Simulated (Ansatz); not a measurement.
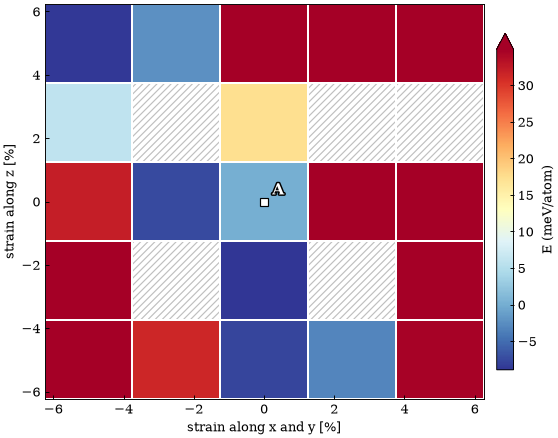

Au (Im-3m, No. 229; 1 atom in the cell). 
- The cell is strained homogeneously, by one strain along x and y and another along z, with fractional coordinates fixed (x, y and z along the cube axes).
- The first coordinate is: strain along x and y; the second: strain along z.
- Grid: 5 × 5 points. At 5 points there is no value.
- Points are written as (first, second).
- All energies are given in meV/atom relative to the unstrained cell.
- The reference cell is the one listed in the database, not relaxed at this level.
- All numbers below come from Ansatz, DFT r2SCAN, scalar-relativistic, plane waves, PAW. Settings: cutoff 500 eV, k-mesh 20×20×20, gaussian smearing 0.15 eV, no spin polarisation.

Drawn: one coloured cell a grid point, one colour for all values above the top of the scale, hatched blanks where no value was computed, the point A.

**Which way does the force act at A, and how strong is it?**

A, at (0.0 %, 0.0 %), is not a stationary point. The computed force is 11 meV/atom for each 1 % towards smaller values of strain along x and y and 5.4 meV/atom for each 1 % towards smaller values of strain along z.
